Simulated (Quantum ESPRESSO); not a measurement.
# Single-point calculation, with input and output: Ge

Ge (I4/mmm, 1 atom in the cell), computed with Kohn-Sham DFT of a periodic cell, PBE, SPMS 1.0 PBE, no spin polarisation (Quantum ESPRESSO 7.5).

The structure was built on a prototype by a generator; it need not be a known phase.

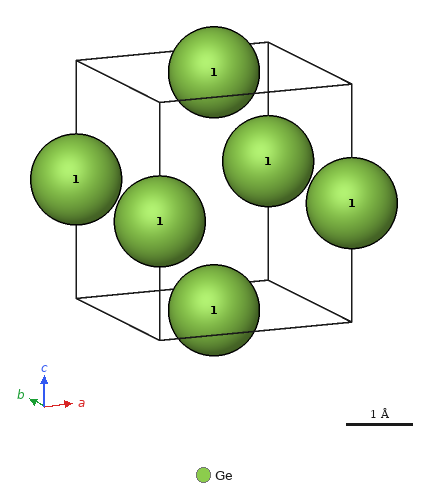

The structure as given in the input (spheres-only view of the cell 2 times as large as that of the calculation, set on its symmetry axes, seen slightly off an axis; atoms are numbered from 1 in the order of the input). An atom can appear more than once, as a periodic image.

### Input file
```
&CONTROL
  calculation = 'scf'
  prefix = 'pwscf'
  outdir = './tmp'
  pseudo_dir = './pseudo'
  tprnfor = .true.
  tstress = .true.
  disk_io = 'nowf'
/
&SYSTEM
  ibrav = 0
  nat = 1
  ntyp = 1
  ecutwfc = 56
  nbnd = 13
  occupations = 'smearing'
  smearing = 'fd'
  degauss = 0.00367493
/
&ELECTRONS
  conv_thr = 2d-10
  electron_maxstep = 120
  mixing_beta = 0.5
/
ATOMIC_SPECIES
Ge    72.6300 32_Ge_14_2.2_2.3_pbe_n_v1.0.upf
CELL_PARAMETERS angstrom
  -1.6084200000    1.6084200000    1.8731800000
   1.6084200000   -1.6084200000    1.8731800000
   1.6084200000    1.6084200000   -1.8731800000
ATOMIC_POSITIONS crystal
Ge     0.5000000000    0.5000000000    0.0000000000
K_POINTS automatic
12 12 12 0 0 0
```

Hardware: 1 thread of AMD EPYC (Zen 3), 32 GiB of memory available, shared host.

Run as:
```bash
OMP_NUM_THREADS=1 pw.x -in pw.in > pw.out
```

### Output
```
This program is part of the open-source Quantum ESPRESSO suite
     for quantum simulation of materials; please cite
         "P. Giannozzi et al., J. Phys.:Condens. Matter 21 395502 (2009);
         "P. Giannozzi et al., J. Phys.:Condens. Matter 29 465901 (2017);
         "P. Giannozzi et al., J. Chem. Phys. 152 154105 (2020);
          URL
     in publications or presentations arising from this work. More details at

     Message from routine setup:
     using ibrav=0 with symmetry is DISCOURAGED, use correct ibrav instead

     G-vector sticks info
     --------------------
     sticks:   dense  smooth     PW     G-vecs:    dense   smooth      PW
     Sum         549     549    203                 7429     7429    1691

     Using Slab Decomposition

     bravais-lattice index     =            0
     lattice parameter (alat)  =       5.5684  a.u.
     unit-cell volume          =     130.8082 (a.u.)^3
     number of atoms/cell      =            1
     number of atomic types    =            1
     number of electrons       =        14.00
     number of Kohn-Sham states=           13
     kinetic-energy cutoff     =      56.0000  Ry
     charge density cutoff     =     224.0000  Ry
     scf convergence threshold =      2.0E-10
     mixing beta               =       0.5000
     number of iterations used =            8  plain     mixing
     Exchange-correlation= PBE
                           (   1   4   3   4   0   0   0)

     celldm(1)=   5.568389  celldm(2)=   0.000000  celldm(3)=   0.000000
     celldm(4)=   0.000000  celldm(5)=   0.000000  celldm(6)=   0.000000

     crystal axes: (cart. coord. in units of alat)
               a(1) = (  -0.545844   0.545844   0.635695 )
               a(2) = (   0.545844  -0.545844   0.635695 )
               a(3) = (   0.545844   0.545844  -0.635695 )

     reciprocal axes: (cart. coord. in units 2 pi/alat)
               b(1) = (  0.000000  0.916012  0.786541 )
               b(2) = (  0.916012  0.000000  0.786541 )
               b(3) = (  0.916012  0.916012  0.000000 )

     PseudoPot. # 1 for Ge read from file:
     32_Ge_14_2.2_2.3_pbe_n_v1.0.upf
     Pseudo is Norm-conserving + core correction, Zval = 14.0
     Generated using ONCVPSP code by D. R. Hamann
     Using radial grid of 1558 points,  6 beta functions with:
                l(1) =   0
                l(2) =   0
                l(3) =   1
                l(4) =   1
                l(5) =   2
                l(6) =   2

     atomic species   valence    mass     pseudopotential
     Ge               14.00    72.63000     Ge( 1.00)

     16 Sym. Ops., with inversion, found

   Cartesian axes

     site n.     atom                  positions (alat units)
         1        Ge     tau(   1) = (   0.0000000   0.0000000   0.6356950  )

     number of k points=   163  Fermi-Dirac smearing, width (Ry)=  0.0037

     Number of k-points >= 100: set verbosity='high' to print them.

     Dense  grid:     7429 G-vectors     FFT dimensions: (  27,  27,  27)

     Initial potential from superposition of free atoms

     starting charge      13.9992, renormalised to      14.0000
     Starting wfcs are    9 randomized atomic wfcs +    4 random wfcs

     Self-consistent Calculation

     iteration #  1     ecut=    56.00 Ry     beta= 0.50
     Davidson diagonalization with overlap
     ethr =  1.00E-02,  avg # of iterations =  4.1

     Threshold (ethr) on eigenvalues was too large:
     Diagonalizing with lowered threshold

     Davidson diagonalization with overlap
     ethr =  1.86E-05,  avg # of iterations =  4.6

     total energy              =    -160.91994667 Ry
     estimated scf accuracy    <       0.00244149 Ry

     iteration #  2     ecut=    56.00 Ry     beta= 0.50
     Davidson diagonalization with overlap
     ethr =  1.74E-05,  avg # of iterations =  1.4

     total energy              =    -160.92010362 Ry
     estimated scf accuracy    <       0.00025620 Ry

     iteration #  3     ecut=    56.00 Ry     beta= 0.50
     Davidson diagonalization with overlap
     ethr =  1.83E-06,  avg # of iterations =  2.3

     total energy              =    -160.92013980 Ry
     estimated scf accuracy    <       0.00001799 Ry

     iteration #  4     ecut=    56.00 Ry     beta= 0.50
     Davidson diagonalization with overlap
     ethr =  1.29E-07,  avg # of iterations =  1.0

     total energy              =    -160.92014090 Ry
     estimated scf accuracy    <       0.00000054 Ry

     iteration #  5     ecut=    56.00 Ry     beta= 0.50
     Davidson diagonalization with overlap
     ethr =  3.89E-09,  avg # of iterations =  2.0

     total energy              =    -160.92014098 Ry
     estimated scf accuracy    <       0.00000006 Ry

     iteration #  6     ecut=    56.00 Ry     beta= 0.50
     Davidson diagonalization with overlap
     ethr =  3.93E-10,  avg # of iterations =  2.0

     total energy              =    -160.92014099 Ry
     estimated scf accuracy    <          6.3E-09 Ry

     iteration #  7     ecut=    56.00 Ry     beta= 0.50
     Davidson diagonalization with overlap
     ethr =  4.49E-11,  avg # of iterations =  1.3

     End of self-consistent calculation

     Number of k-points >= 100: set verbosity='high' to print the bands.

     the Fermi energy is    13.1638 ev

!    total energy              =    -160.92014099 Ry
     estimated scf accuracy    <          1.4E-10 Ry
     smearing contrib. (-TS)   =      -0.00028807 Ry
     internal energy E=F+TS    =    -160.91985292 Ry

     The total energy is F=E-TS. E is the sum of the following terms:
     one-electron contribution =     -47.09127927 Ry
     hartree contribution      =      33.31745807 Ry
     xc contribution           =     -35.63628242 Ry
     ewald contribution        =    -111.50974930 Ry

     convergence has been achieved in   7 iterations

     Forces acting on atoms (cartesian axes, Ry/au):

     atom    1 type  1   force =     0.00000000    0.00000000    0.00000000

     Total force =     0.000000     Total SCF correction =     0.000000

     Computing stress (Cartesian axis) and pressure

          total   stress  (Ry/bohr**3)                   (kbar)     P=        6.46
   0.00002820  -0.00000000  -0.00000000            4.15       -0.00       -0.00
  -0.00000000   0.00002820  -0.00000000           -0.00        4.15       -0.00
  -0.00000000  -0.00000000   0.00007536           -0.00       -0.00       11.09

=------------------------------------------------------------------------------=
   JOB DONE.
=------------------------------------------------------------------------------=
```

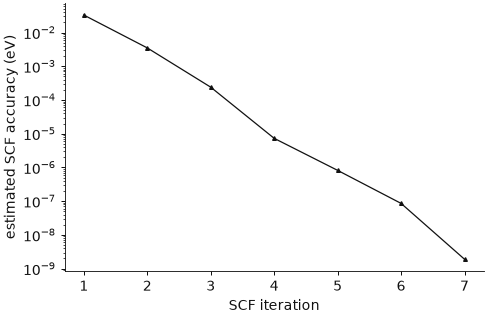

Convergence of the self-consistent field: estimated SCF accuracy against the iteration. The field takes 7 iterations in all.

### Summary

```csv
quantity,value
outcome,converged
space group (tolerance 0.01 Å),I4/mmm (139)
electrons treated,14
free energy,−2189.4301 eV
Fermi energy,13.164 eV
gap on the k-point mesh,none (metallic)
pressure,0.65 GPa
largest force (length of the vector),under 0.001 eV/Å
wall time,38 s
peak memory,0.06 GiB
```
